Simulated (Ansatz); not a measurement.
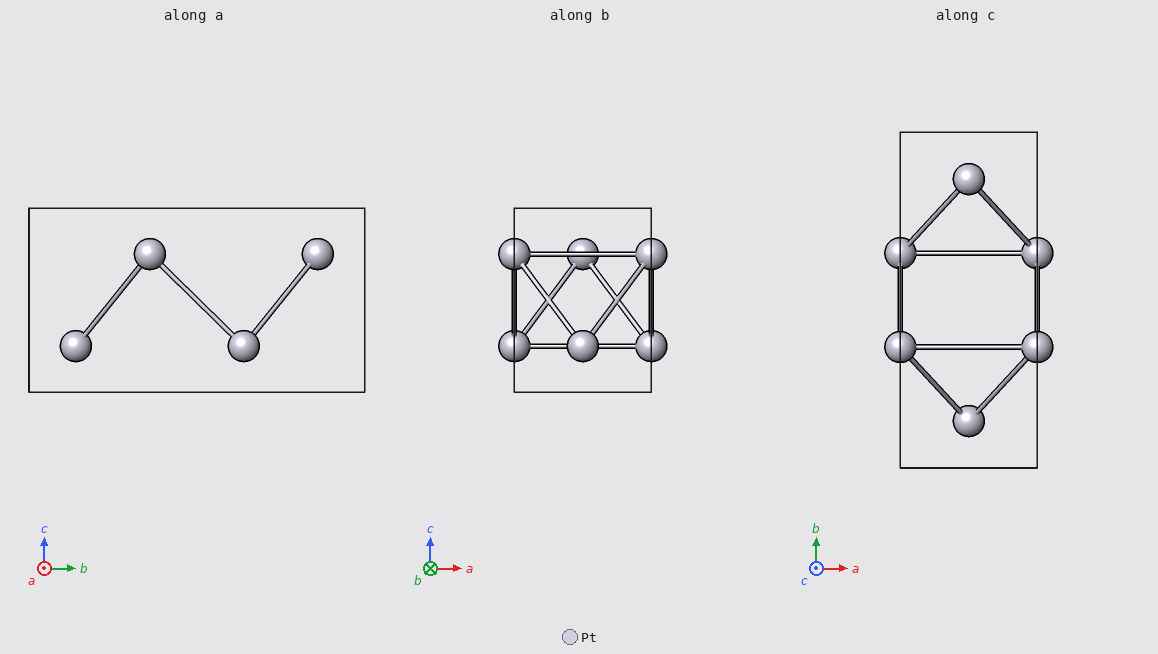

Structure drawing (ball-and-stick), viewed along the a axis, along the b axis and along the c axis. The wireframe shows the conventional unit cell.

Lattice parameters: a = 2.7089 Å, b = 6.6423 Å, c = 3.6400 Å, α = 90.000°, β = 90.000°, γ = 90.000°.

Question: Give the structure in the form of a CIF with its space group and independent sites, with free fractional coordinates to two decimals.

Answer:
```cif
data_structure
_symmetry_space_group_name_H-M 'C m c m'
_symmetry_Int_Tables_number 63
_cell_length_a 2.7089
_cell_length_b 6.6423
_cell_length_c 3.6400
_cell_angle_alpha 90.000
_cell_angle_beta 90.000
_cell_angle_gamma 90.000
_cell_volume 65.50
loop_
_atom_site_label
_atom_site_type_symbol
_atom_site_symmetry_multiplicity
_atom_site_Wyckoff_symbol
_atom_site_fract_x
_atom_site_fract_y
_atom_site_fract_z
_atom_site_occupancy
Pt1 Pt 4 c 0.50 0.14 0.25 1
```

The cell started as a structure type filled with this element by a generator (whether the element takes this form wasn't checked). Earlier steps of the study may have refined or changed the cell and positions. Ansatz was used for an electronic-structure calculation on it.
